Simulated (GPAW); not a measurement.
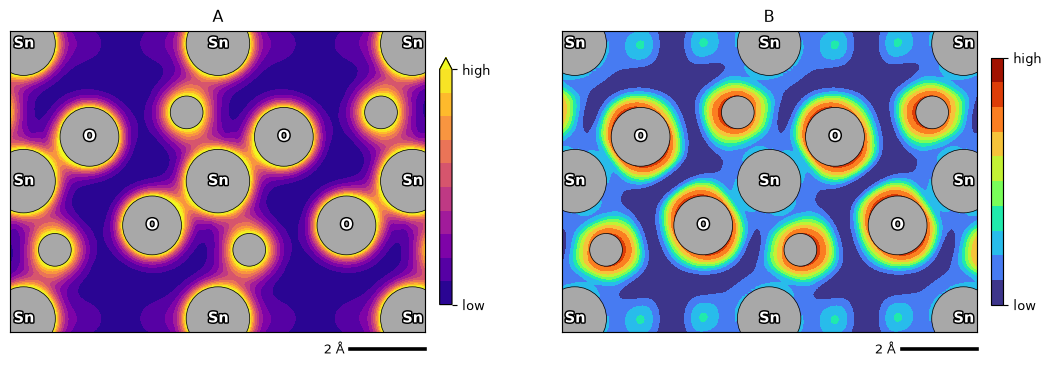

SnO₂: 2 fields on the (110) plane of the conventional cell, with unlabelled colour scales. Grey discs cover the atomic cores.

Space group Pa-3; a structure from a database of computed crystals, not necessarily the ambient phase; computed pressure about −2 GPa in this cell.

Computed with GPAW 26.7.0, Kohn-Sham DFT of a periodic cell, PBE, GPAW PAW data sets (gpaw-data 1.2.1).

**Which field does each panel show? The fields are: electron localisation function and valence pseudo-density.**

Panel A: valence pseudo-density. Panel B: electron localisation function. From the grid: Sn–O (2.11 Å): the density is about 0.61 e/Å³ at the midpoint; the ELF peaks at about 0.85 in the valence shell of O, 0.6 Å from its nucleus, and is about 0.25 at the midpoint; no localised pair shows between them.
